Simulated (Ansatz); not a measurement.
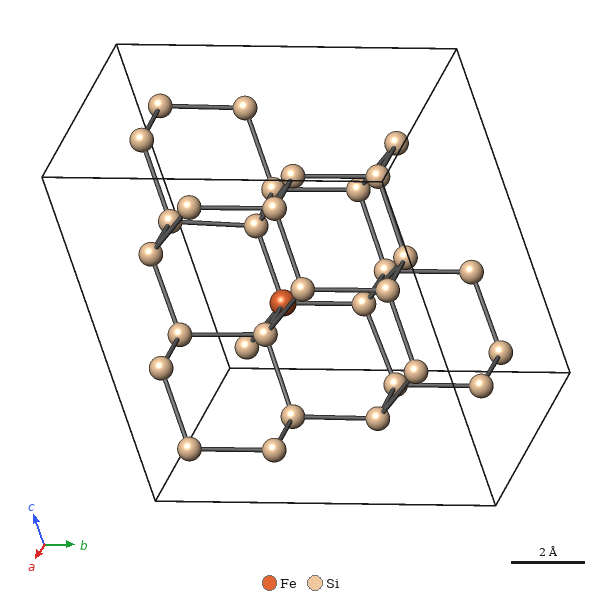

Crystal structure, ball-and-stick style, seen from a general direction. One supercell is framed, with atoms on its boundary repeated. The host is Si, in a cell of 32 sites, and the cell is neutral.

> Describe the defect.

Iron on a silicon site (a substitutional impurity). It is bonded to four Si in a tetrahedral arrangement at about 2.2 Å.

Setup: DFT PBEsol, scalar-relativistic, plane waves, PAW in Ansatz; plane-wave cutoff 420 eV, Brillouin-zone sampling on a 3×3×3 mesh, Gaussian smearing of 0.02 eV, collinear spins.

> Is a magnetic moment found?

No net moment.

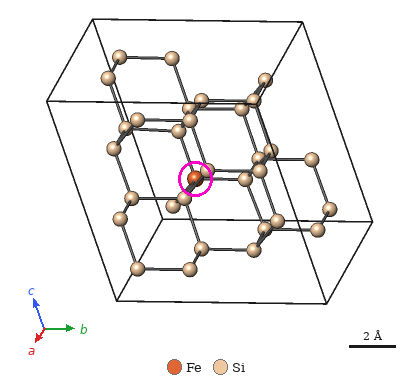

The same cell with a ring at the defect's site.

The atoms were relaxed in the host's cell with DFT PBEsol, scalar-relativistic, plane waves, PAW in Ansatz 0.2.0.
